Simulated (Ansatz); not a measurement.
# Geometry relaxation, with input and output: SnS₂ (part 1 of 2)

- system: SnS₂ (slab, 27 atoms in the cell)
- method: DFT PBE+D3(BJ), scalar-relativistic, plane waves, PAW, no spin polarisation (Ansatz 0.2.0)

The structure derives from an entry of the Crystallography Open Database. The input holds or restrains some coordinates. Forces given for the steps count only the free coordinates. It belongs to a series of runs on one base structure; here: clean slab, lower planes held.

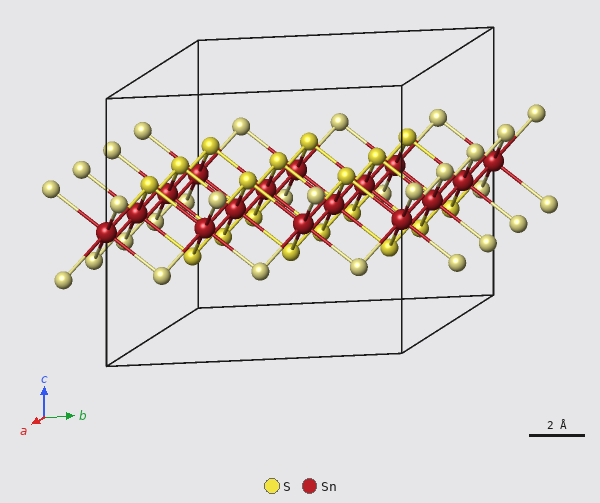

Fig. 1: The input geometry (ball-and-stick view of the cell of the calculation, with the vacuum cut short, seen slightly off an axis; neighbours outside the cell are drawn fainter). An atom can appear more than once, as a periodic image.

## Key numbers

- outcome: converged under the restraints of the input
- electrons treated: 234
- free energy: −70471.4564 eV
- work function, top face: 5.99 eV
- work function, bottom face: 5.99 eV
- Fermi energy: −1.957 eV
- gap on the k-point mesh: 1.58 eV
- final volume: 1989.74 Å³
- work function (upper face): 5.99 eV
- largest force (length of the vector) at the end, held atoms and coordinates included: under 0.001 eV/Å
- hardware: 4 threads of AMD EPYC (Zen 3), 32 GiB of memory available, shared host
- wall time: 37 s (CPU time 2.3 min)
- peak memory: 3.3 GiB

Warnings of the run: the exchange-correlation potential is rough where the density is thin.

## The input
```yaml
crystal:
  lattice:
    - [11.0092244223, 0.0, 0.0]
    - [-5.5046122112, 9.5342680257, 0.0]
    - [0.0, 0.0, 18.9562883987]
  atoms:
    - { symbol: S, position: [0.1111111111, 0.2222222222, 0.4220235434] }
    - { symbol: S, position: [0.1111111111, 0.5555555556, 0.4220235434] }
    - { symbol: S, position: [0.1111111111, 0.8888888889, 0.4220235434] }
    - { symbol: S, position: [0.4444444444, 0.2222222222, 0.4220235434] }
    - { symbol: S, position: [0.4444444444, 0.5555555556, 0.4220235434] }
    - { symbol: S, position: [0.4444444444, 0.8888888889, 0.4220235434] }
    - { symbol: S, position: [0.7777777778, 0.2222222222, 0.4220235434] }
    - { symbol: S, position: [0.7777777778, 0.5555555556, 0.4220235434] }
    - { symbol: S, position: [0.7777777778, 0.8888888889, 0.4220235434] }
    - { symbol: Sn, position: [0.0, 0.0, 0.5] }
    - { symbol: Sn, position: [0.0, 0.3333333333, 0.5] }
    - { symbol: Sn, position: [0.0, 0.6666666667, 0.5] }
    - { symbol: Sn, position: [0.3333333333, 0.0, 0.5] }
    - { symbol: Sn, position: [0.3333333333, 0.3333333333, 0.5] }
    - { symbol: Sn, position: [0.3333333333, 0.6666666667, 0.5] }
    - { symbol: Sn, position: [0.6666666667, 0.0, 0.5] }
    - { symbol: Sn, position: [0.6666666667, 0.3333333333, 0.5] }
    - { symbol: Sn, position: [0.6666666667, 0.6666666667, 0.5] }
    - { symbol: S, position: [0.2222222222, 0.1111111111, 0.5779764566] }
    - { symbol: S, position: [0.2222222222, 0.4444444444, 0.5779764566] }
    - { symbol: S, position: [0.2222222222, 0.7777777778, 0.5779764566] }
    - { symbol: S, position: [0.5555555556, 0.1111111111, 0.5779764566] }
    - { symbol: S, position: [0.5555555556, 0.4444444444, 0.5779764566] }
    - { symbol: S, position: [0.5555555556, 0.7777777778, 0.5779764566] }
    - { symbol: S, position: [0.8888888889, 0.1111111111, 0.5779764566] }
    - { symbol: S, position: [0.8888888889, 0.4444444444, 0.5779764566] }
    - { symbol: S, position: [0.8888888889, 0.7777777778, 0.5779764566] }
basis:
  ecutwfc: 420
kpoints:
  mp_grid: { grid: [2, 2, 1] }
hamiltonian:
  xc: pbe
  dispersion: d3bj
scf:
  occupations: { method: gaussian, width: 0.05 }
output:
  forces: true
  eigenvalues: true
  write_density: true
  write_potential: true
  elf: true
  volumetric_format: npy
relax:
  adjacent_minimum: "off"
  f_tol: 0.03
  max_steps: 70
  constraints: [{ sites: [0, 1, 2, 3, 4, 5, 6, 7, 8] }]
efield:
  axis: 3
  dipole_correction: true
  ramp_width: 0.04
```

Launched with:
```bash
ansatz run input.yaml --threads 4 --pin off --max-ram 10240MiB --backend cpu --events-out ev --progress --plain --runs-dir out
```

## The program's output
```
Engine: ansatz 0.2.0, x86_64-unknown-linux-gnu
Pseudopotentials: kind: paw
Pseudopotential: S, paw, valence charge 6, recommended cutoff 420 eV (normal), S.paw.azcp
Pseudopotential: Sn, paw, valence charge 14, recommended cutoff 420 eV (normal), Sn.paw.azcp
Functional definition: PBE
  parameter kappa = 0.804
  parameter beta = 0.06672455060314922
  exchange = pbe_x(kappa = kappa, mu = beta*pi^2/3)
  correlation = pbe_c(beta = beta)
Crystal: 27 atoms, lattice volume = 1989.745 Å³
Basis set: ecut = 420 eV, 38967 PW (Γ), exchange–correlation on 150×150×256 points (8 copies of the dense FFT grid, shifted against one another)
Bands: 144, of which v1, the nominal top of the filled ones, is band 117 counted from 1 (116 counted from 0)
Symmetry: 54 space group operations
k-points: 2 of 4
Non-local potential: S, projectors of the file, l = 0: 2, l = 1: 2, l = 2: 2
Non-local potential: Sn, projectors of the file, l = 0: 2, l = 1: 2, l = 2: 2, l = 3: 2
PAW form: soft (Blöchl's): semilocal exchange-correlation on the pseudo side does not see the compensation charge
PAW one-centre angular grid: S, 110 points (default); XC on 64 Gauss nodes
PAW one-centre angular grid: Sn, 590 points (default); XC on 64 Gauss nodes
Initial density: superposition of atomic densities (neutral atoms: chi_scale 0, normalization atom), corrected by the library's trained network
Initial wavefunctions: pseudopotential atomic-orbital guess
Functional: x = pbe(κ = 0.804, μ = 0.2195149727645171), c = pbe(β = 0.06672455060314922)
SCF iter   1: F=—  HF=-70471.461446 eV  |F-HF|=—  |Δ(HF+E_count)|=         —  Δρ=9.33e-4  dr2=3.60e-2  ethr=1.77e-3  p=0.000 e·Å  D=5.78e-14 V/Å  ΔV_dip=-0.00 eV  dr2_dipole=2.59e-8  V_vac-E_F(+/−)=5.75/5.75 eV  ⟨swp⟩=8.5  Hψ=1386  notcnv=0  defer=11
efield: sawtooth ramp at fractional position 0.9800 (placed from the atoms, in the widest stretch of the axis that holds none; the zero of the levels goes with the place), width 0.0400; the density the first Hamiltonian is built on has a dipole p = 0.000 e·Å; the dipole correction subtracts the counter field D = 5.78e-14 V/Å, which shifts the + side's vacuum level by -0.00 eV against the − side's; the planar-averaged density in the ramp window peaks in size at 1.3e-5 e/Å³
preconditioner: auto → Resta (q_TF=auto, 1.910 Å⁻¹)  ε∞=1.7  [insulator: Δε(μ)=1.579 eV  Ē_g=15.458 eV  σ=0.050 eV  W_gap=1.00  n_scr=244 (ndim 8)  ℏωp=12.7 eV  f_vac=0.659  D(μ)=0.00/eV (n_scr^D=0)  ε∞_Penn≈1.7  vacuum switching on, ρ_ref=1.7e-2 e/Å³]
SCF iter   2: F=—  HF=-70471.445701 eV  |F-HF|=—  |Δ(HF+E_count)|=   1.57e-2  Δρ=4.30e-4  dr2=5.07e-3  ethr=1.54e-5  p=0.000 e·Å  D=2.13e-5 V/Å  ΔV_dip=-0.00 eV  dr2_dipole=1.72e-7  V_vac-E_F(+/−)=5.89/5.89 eV  ⟨swp⟩=2.0  Hψ=510  notcnv=0  defer=30
SCF iter   3: F=—  HF=-70471.452458 eV  |F-HF|=—  |Δ(HF+E_count)|=   6.76e-3  Δρ=1.63e-4  dr2=9.90e-4  ethr=2.17e-6  p=-0.001 e·Å  D=-5.96e-5 V/Å  ΔV_dip=0.00 eV  dr2_dipole=1.60e-6  V_vac-E_F(+/−)=5.95/5.95 eV  ⟨swp⟩=3.0  Hψ=592  notcnv=0  defer=30
SCF iter   4: F=—  HF=-70471.454893 eV  |F-HF|=—  |Δ(HF+E_count)|=   2.44e-3  Δρ=5.88e-5  dr2=9.49e-5  ethr=4.23e-7  p=0.001 e·Å  D=1.32e-4 V/Å  ΔV_dip=-0.00 eV  dr2_dipole=7.42e-6  V_vac-E_F(+/−)=5.98/5.98 eV  ⟨swp⟩=2.5  Hψ=354  notcnv=0  defer=30
SCF iter   5: F=—  HF=-70471.455114 eV  |F-HF|=—  |Δ(HF+E_count)|=   2.21e-4  Δρ=3.81e-5  dr2=1.85e-4  ethr=4.06e-8  p=-0.004 e·Å  D=-3.39e-4 V/Å  ΔV_dip=0.01 eV  dr2_dipole=4.90e-5  V_vac-E_F(+/−)=5.99/5.98 eV  ⟨swp⟩=3.0  Hψ=484  notcnv=0  defer=30
SCF iter   6: F=—  HF=-70471.455094 eV  |F-HF|=—  |Δ(HF+E_count)|=   2.01e-5  Δρ=1.82e-5  dr2=3.59e-5  ethr=4.06e-8  p=0.002 e·Å  D=1.48e-4 V/Å  ΔV_dip=-0.00 eV  dr2_dipole=9.01e-6  V_vac-E_F(+/−)=5.99/5.99 eV  ⟨swp⟩=2.0  Hψ=332  notcnv=0  defer=30
SCF iter   7: F=-70471.455089 eV  HF=-70471.455090 eV  |F-HF|=8.18e-7  |Δ(HF+E_count)|=   4.76e-6  Δρ=5.14e-6  dr2=1.66e-6  ethr=9.62e-9  p=0.000 e·Å  D=2.90e-5 V/Å  ΔV_dip=-0.00 eV  dr2_dipole=3.79e-7  V_vac-E_F(+/−)=5.99/5.99 eV  ⟨swp⟩=28.5  Hψ=3467  notcnv=0
SCF 1 converged in 7 iterations: F = -70471.455089 eV  dr2 = 1.66e-6
  Residual-converged pass: ⟨swp⟩=1.0  Hψ=319  notcnv=0  max |occ|·‖R‖ = 6.9e-9 eV (tolerance 1.0e-8 eV)  dr2=1.66e-6  dr2_onsite=7.12e-8  max |Δocc| = 6.6e-118
  greatest PAW one-centre occupation: 0.993 electrons in one spin orbital (limit 2), on the Sn atom at site 17 (counted from 0), in its partial waves of l = 2
relax step   1: F+E_penalty+E_count = -70471.45508873 eV  Δ(F+E_penalty+E_count) = +0.000e0 eV  max|allowed force component| = 3.948e-2 eV/Å  Δτ_max = 0.0000 Å  (7 SCF iters, dr2 threshold 2.25e-5 eV, accepted)
Initial density: handed on by an earlier stage of this run
Initial wavefunctions: those handed on with the density
iter 1 solved again at ethr=1.16e-6 eV; its pass at ethr=3.10e-3 eV (dr2=2.72e-3 eV) is discarded
SCF iter   1: F=—  HF=-70471.454144 eV  |F-HF|=—  |Δ(HF+E_count)|=         —  Δρ=4.48e-4  dr2=2.99e-3  ethr=1.16e-6  p=0.000 e·Å  D=2.90e-5 V/Å  ΔV_dip=-0.00 eV  dr2_dipole=5.67e-5  V_vac-E_F(+/−)=5.99/5.99 eV  ⟨swp⟩=3.0  Hψ=840  notcnv=0  defer=36
efield: sawtooth ramp at fractional position 0.9800 (handed on by an earlier solve), width 0.0400; the density the first Hamiltonian is built on has a dipole p = 0.000 e·Å; the dipole correction subtracts the counter field D = 2.90e-5 V/Å, which shifts the + side's vacuum level by -0.00 eV against the − side's; the planar-averaged density in the ramp window peaks in size at 1.0e-7 e/Å³
preconditioner: auto → Resta (q_TF=auto, 1.910 Å⁻¹)  ε∞=1.7  [insulator: Δε(μ)=1.566 eV  Ē_g=15.445 eV  σ=0.050 eV  W_gap=1.00  n_scr=244 (ndim 8)  ℏωp=12.7 eV  f_vac=0.657  D(μ)=0.00/eV (n_scr^D=0)  ε∞_Penn≈1.7  vacuum switching on, ρ_ref=1.7e-2 e/Å³]
SCF iter   2: F=—  HF=-70471.453618 eV  |F-HF|=—  |Δ(HF+E_count)|=   5.26e-4  Δρ=2.03e-4  dr2=1.19e-3  ethr=1.16e-6  p=-0.010 e·Å  D=-9.50e-4 V/Å  ΔV_dip=0.02 eV  dr2_dipole=2.17e-4  V_vac-E_F(+/−)=6.00/5.98 eV  ⟨swp⟩=2.0  Hψ=329  notcnv=0  defer=36
SCF iter   3: F=—  HF=-70471.453780 eV  |F-HF|=—  |Δ(HF+E_count)|=   1.62e-4  Δρ=1.85e-4  dr2=2.67e-3  ethr=5.07e-7  p=0.012 e·Å  D=1.11e-3 V/Å  ΔV_dip=-0.02 eV  dr2_dipole=6.56e-4  V_vac-E_F(+/−)=5.98/6.00 eV  ⟨swp⟩=2.0  Hψ=332  notcnv=0  defer=36  recentre
SCF iter   4: F=—  HF=-70471.453392 eV  |F-HF|=—  |Δ(HF+E_count)|=   3.88e-4  Δρ=3.04e-5  dr2=2.03e-5  ethr=5.07e-7  p=-0.002 e·Å  D=-1.45e-4 V/Å  ΔV_dip=0.00 eV  dr2_dipole=2.62e-6  V_vac-E_F(+/−)=5.99/5.99 eV  ⟨swp⟩=2.0  Hψ=332  notcnv=0  defer=36
SCF iter   5: F=—  HF=-70471.454572 eV  |F-HF|=—  |Δ(HF+E_count)|=   1.18e-3  Δρ=1.24e-5  dr2=2.20e-6  ethr=8.67e-9  p=-0.000 e·Å  D=-3.64e-5 V/Å  ΔV_dip=0.00 eV  dr2_dipole=4.15e-10  V_vac-E_F(+/−)=5.99/5.99 eV  ⟨swp⟩=2.0  Hψ=396  notcnv=0  defer=36
SCF iter   6: F=—  HF=-70471.454572 eV  |F-HF|=—  |Δ(HF+E_count)|=   2.13e-7  Δρ=2.93e-6  dr2=1.63e-7  ethr=9.40e-10  p=-0.000 e·Å  D=-3.64e-5 V/Å  ΔV_dip=0.00 eV  dr2_dipole=5.80e-9  V_vac-E_F(+/−)=5.99/5.99 eV  ⟨swp⟩=2.5  Hψ=510  notcnv=0  defer=36
SCF iter   7: F=-70471.454572 eV  HF=-70471.454572 eV  |F-HF|=1.57e-9  |Δ(HF+E_count)|=   5.81e-8  Δρ=7.26e-7  dr2=6.60e-9  ethr=4.27e-11  p=-0.000 e·Å  D=-3.82e-5 V/Å  ΔV_dip=0.00 eV  dr2_dipole=2.03e-10  V_vac-E_F(+/−)=5.99/5.99 eV  ⟨swp⟩=19.5  Hψ=2407  notcnv=0
SCF 2 converged in 7 iterations: F = -70471.454572 eV  dr2 = 6.60e-9
relax step   2: F+E_penalty+E_count = -70471.45457248 eV  Δ(F+E_penalty+E_count) = +5.163e-4 eV  max|allowed force component| = 4.750e-2 eV/Å  Δτ_max = 0.0159 Å  (7 SCF iters, rejected (line search))
SCF iter   1: F=—  HF=-70471.455440 eV  |F-HF|=—  |Δ(HF+E_count)|=         —  Δρ=2.43e-4  dr2=8.88e-4  ethr=3.78e-6  p=-0.000 e·Å  D=-3.82e-5 V/Å  ΔV_dip=0.00 eV  dr2_dipole=1.64e-5  V_vac-E_F(+/−)=5.99/5.99 eV  ⟨swp⟩=3.5  Hψ=748  notcnv=0  defer=36
efield: sawtooth ramp at fractional position 0.9800 (handed on by an earlier solve), width 0.0400; the density the first Hamiltonian is built on has a dipole p = -0.000 e·Å; the dipole correction subtracts the counter field D = -3.82e-5 V/Å, which shifts the + side's vacuum level by +0.00 eV against the − side's; the planar-averaged density in the ramp window peaks in size at 7.9e-8 e/Å³
preconditioner: auto → Resta (q_TF=auto, 1.910 Å⁻¹)  ε∞=1.7  [insulator: Δε(μ)=1.579 eV  Ē_g=15.459 eV  σ=0.050 eV  W_gap=1.00  n_scr=244 (ndim 8)  ℏωp=12.7 eV  f_vac=0.658  D(μ)=0.00/eV (n_scr^D=0)  ε∞_Penn≈1.7  vacuum switching on, ρ_ref=1.7e-2 e/Å³]
SCF iter   2: F=—  HF=-70471.455286 eV  |F-HF|=—  |Δ(HF+E_count)|=   1.55e-4  Δρ=1.07e-4  dr2=3.47e-4  ethr=3.79e-7  p=0.005 e·Å  D=4.87e-4 V/Å  ΔV_dip=-0.01 eV  dr2_dipole=6.49e-5  V_vac-E_F(+/−)=5.98/5.99 eV  ⟨swp⟩=3.0  Hψ=558  notcnv=0  defer=36
SCF iter   3: F=—  HF=-70471.455323 eV  |F-HF|=—  |Δ(HF+E_count)|=   3.73e-5  Δρ=9.99e-5  dr2=7.56e-4  ethr=1.48e-7  p=-0.007 e·Å  D=-6.11e-4 V/Å  ΔV_dip=0.01 eV  dr2_dipole=1.85e-4  V_vac-E_F(+/−)=5.99/5.98 eV  ⟨swp⟩=2.0  Hψ=345  notcnv=0  defer=36  recentre
SCF iter   4: F=—  HF=-70471.455226 eV  |F-HF|=—  |Δ(HF+E_count)|=   9.71e-5  Δρ=1.69e-5  dr2=6.37e-6  ethr=1.48e-7  p=0.001 e·Å  D=5.61e-5 V/Å  ΔV_dip=-0.00 eV  dr2_dipole=8.91e-7  V_vac-E_F(+/−)=5.99/5.99 eV  ⟨swp⟩=2.0  Hψ=332  notcnv=0  defer=36
SCF iter   5: F=—  HF=-70471.456377 eV  |F-HF|=—  |Δ(HF+E_count)|=   1.15e-3  Δρ=6.12e-6  dr2=5.37e-7  ethr=2.72e-9  p=-0.000 e·Å  D=-4.30e-6 V/Å  ΔV_dip=0.00 eV  dr2_dipole=1.87e-9  V_vac-E_F(+/−)=5.99/5.99 eV  ⟨swp⟩=2.0  Hψ=396  notcnv=0  defer=36
SCF iter   6: F=-70471.456377 eV  HF=-70471.456377 eV  |F-HF|=1.40e-8  |Δ(HF+E_count)|=   8.46e-8  Δρ=1.74e-6  dr2=3.92e-8  ethr=4.27e-11  p=-0.000 e·Å  D=-3.98e-6 V/Å  ΔV_dip=0.00 eV  dr2_dipole=5.86e-11  V_vac-E_F(+/−)=5.99/5.99 eV  ⟨swp⟩=18.5  Hψ=2547  notcnv=0
SCF 3 converged in 6 iterations: F = -70471.456377 eV  dr2 = 3.92e-8
relax step   3: F+E_penalty+E_count = -70471.45637677 eV  Δ(F+E_penalty+E_count) = -1.288e-3 eV  max|allowed force component| = 3.661e-4 eV/Å  Δτ_max = 0.0073 Å  (6 SCF iters, accepted)
```

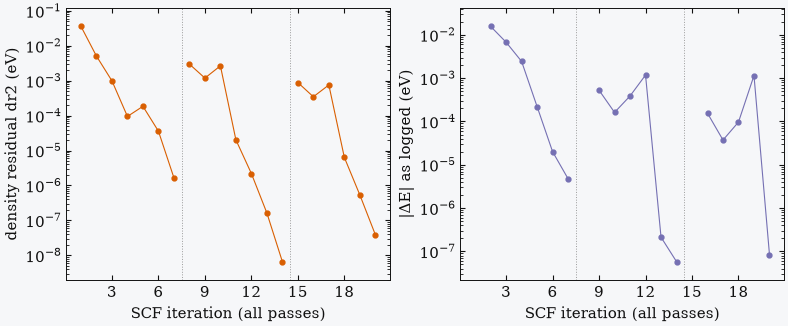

Fig. 2: Convergence of the self-consistent field: density residual dr2 and size of the energy change against the SCF iteration. The dotted lines part the SCF passes of the relaxation: geometry steps, rejected trials and re-solves on a re-selected basis. The passes take 7, 7 and 6 iterations.

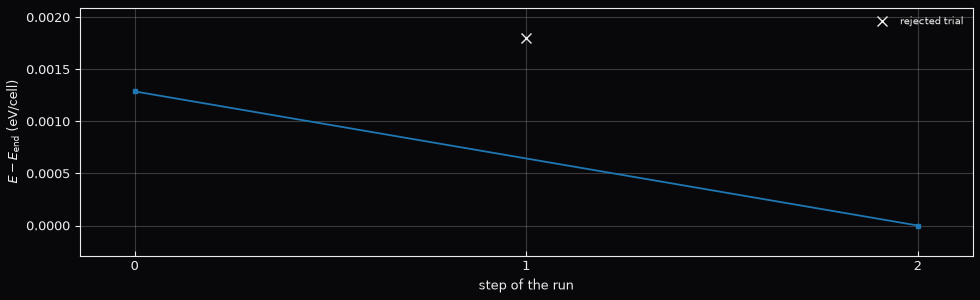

Fig. 3: Progress of the restrained relaxation, step by step (the first geometry is step 0 here and step 1 in the log). Over 2 geometry steps the energy falls by 1.3 meV per cell of the calculation. Largest force component: 0.039 eV/Å at the start, 0.00037 eV/Å at the end. The line search rejected the trial step at point 1 (counted from 0) and went back. The largest moves, 0.007 Å, are those of 9 atoms (S19, S20, S21, S22 and others). By element the largest moves are S 0.007 Å, Sn 0.004 Å. The cell stays as it was. (Atoms are counted from 1 in the order of the input.)

```
WARN: The output density's exchange-correlation potential varies sharply where the density is thin. Do not read a vacuum level from v_tot or v_xc, or from such a field of the output density. On a cell that repeats whose density bears no net charge and no dipole along the vacuum's axis use v_es (v_loc + v_h of the components); under efield.dipole_correction with no amplitude use v_es + v_field, which holds any external_charges[].barrier, or the levels of the report's work_function block, which leave it out; under a non-zero efield.amplitude the vacuum is tilted and has no level; on a cell that repeats and bears such a dipole with no correction it is tilted too, and efield.dipole_correction with no amplitude gives each side of its ramp a level where efield: is served; in a cell that repeats whose density bears a net charge (total_charge, or a fill off its count) it is curved and has none; of a slab under crystal.periodic whose density bears no net charge use v_es, which has a level on each side, short of where the two are joined; of another it falls or rises all the way out and has none; of a slab beside external_charges read slab_vacuum_level instead, which it has where they leave it neutral. The grid or the basis barely resolves most such structure, and the values can differ between equally converged runs; as a rule a tighter scf.convergence.dr2_threshold does not remove it. Where the density itself ripples (under the LDA too) a higher basis.ecutwfc lessens it. The files hold the spikes' plane waves up to the density's cutoff. Files: v_tot_of_output_density and the like, and their columns of v_z.tsv (output.write_potential); v_xc_of_output_density and the like, and their columns of v_comp_z.tsv (output.write_potential_components). Measured: with its Gaussian average of σ = 0.25 Å subtracted twice, the exchange-correlation potential is over 0.1 eV at 18 of the grid points where the equally averaged density (valence and model cores) is under 1e-3 e/Å³, and 0.203 eV at the most among them, at an averaged density of 1.0e-8 e/Å³. See output.write_potential in the manual, Limitations
SCF converged after 6 iterations
Free energy (F): -70471.456377 eV
Harris-Foulkes:  -70471.456377 eV  (|F-HF|=1.40e-8)
Internal energy: -70471.456377 eV  (E = F + TS)
E sigma→0 (E₀):  -70471.456377 eV
Fermi energy:    -1.956747 eV
Dipole field:    D = -0.000001 V/Å  (p = -0.000008 e·Å, saw-weighted, corrected)
Work function:   Φ+ = 5.9873 eV   Φ− = 5.9873 eV
Levels:          The Fermi level and band energies are counted from a zero that moves with the ramp; work functions are not
--- Per-component energies (eV) ---
  E_band       = -3186.268848
  E_kinetic    = 3599.233719
  E_local      = -103758.235721  (includes V_loc(G=0)·N_el)
  E_nonlocal   = 242.374147
  E_hartree    = 51259.807920
  E_xc         = -5169.031530
  E_vxc        = -2414.049920  (∫ρ·V_xc dr)
  E_paw        = -48089.550784  (= ΣΔE_a)
  E_vpaw       = -3375.198119  (= ΣTr[D̂ρ^β])
  E_aug_tail   = 0.000025  (compensation charges beyond the density's cutoff)
  E_efield     = 0.000000  (sawtooth field / dipole correction)
  E_vefield    = 0.000001  (∫n·V_field dr)
  E_ewald      = 31450.202158
  E_disp       = -6.256311  (pairwise vdW)
  E_smearing   = -0.000000  (= −TS)
  E_closure    = 0.000000  (closes the sum)
  Σ components = -70471.456377   (vs F -70471.456377, Δ=0.00e0)
```
